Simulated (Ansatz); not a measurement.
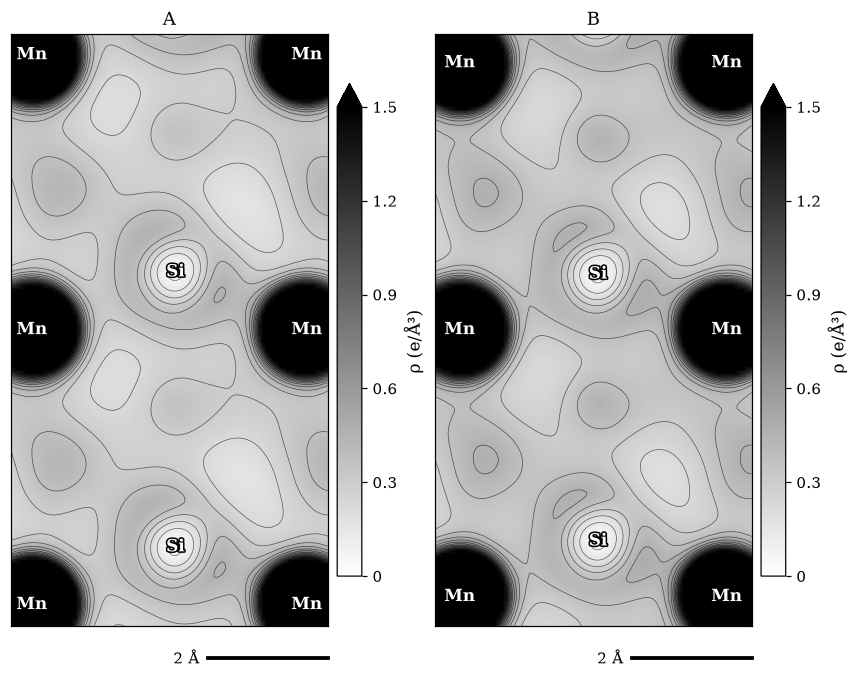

MnSi. The valence electron density of two cells that differ in size, on the (010) plane of each (indices in the axes of the calculation cell), at one length scale and on one colour scale: A has 12.2 Å³ an atom and B 11.2.

Space group P2₁3; a generated structure, not necessarily the stable one; spin-polarised.

These are results of DFT PBE, scalar-relativistic, plane waves, PAW in Ansatz, not measurements.

The density is the valence pseudo-density of a PAW calculation; it isn't the true density close to the nuclei.

The larger cell:

```
Mn Si
1.0
     4.60635    0.00000    0.00000
     0.00000    4.60635    0.00000
     0.00000    0.00000    4.60635
Mn Si
4 4
Direct
  0.13441 0.13441 0.13441
  0.86559 0.63441 0.36559
  0.36559 0.86559 0.63441
  0.63441 0.36559 0.86559
  0.84443 0.84443 0.84443
  0.15557 0.34443 0.65557
  0.65557 0.15557 0.34443
  0.34443 0.65557 0.15557
```

The smaller cell: a = 4.472 Å, b = 4.472 Å, c = 4.472 Å, α = 90.00°, β = 90.00°, γ = 90.00°.

Q: What does the compression do to the bonding and the properties?

A: From the larger cell to the smaller, Mn–Si goes from 2.41 to 2.35 Å, and the density at its midpoint from 0.42 to 0.46 e/Å³; the pressure goes from −11 to 7 GPa.
